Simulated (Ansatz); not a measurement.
```
Ge Si
1.0
     3.97495    0.00000    0.00000
    -1.98747    3.44241    0.00000
     0.00000    0.00000   19.61815
Ge Si
4 1
Direct
  0.33333 0.66667 0.20389
  0.00000 0.00000 0.24525
  0.00000 0.00000 0.37649
  0.66667 0.33333 0.41381
  0.00000 0.50000 0.52000
```

A point of a scan over the structure, not its minimum; not relaxed (largest force 0.8 eV/Å); PAW files of the earlier set (soft_1).

Method: Ansatz, DFT LDA, scalar-relativistic, plane waves, PAW.

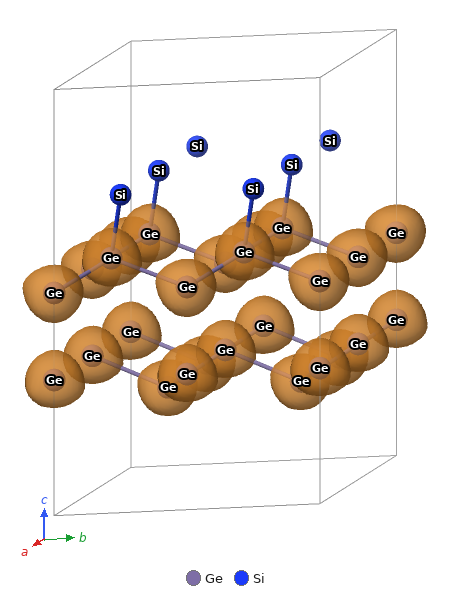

SiGe$_{4}$ (slab). Isosurface of the valence electron density at 0.6 e/Å³ (orange), seen slightly off an axis. Sticks mark near contacts.

In a PAW calculation such maps are meaningful between the atoms, not at the nuclei.

Q: How is the density connected at this value?

A: At this value the density breaks into separate islands; it holds about 70 % of the electrons treated as valence (semicore included). It bridges none of the near contacts. It is pinched off along the sampled Si–Ge (2.38 Å) and Ge–Ge (2.41 Å) contacts. On the grid the lowest density along these lines, outside the cores, is 0.49 e/Å³ (Si–Ge, 2.38 Å) and 0.51 e/Å³ (Ge–Ge, 2.41 Å).

Q: Metal or insulator at this level of theory?

A: It is gapless in this calculation (a metal or semimetal).
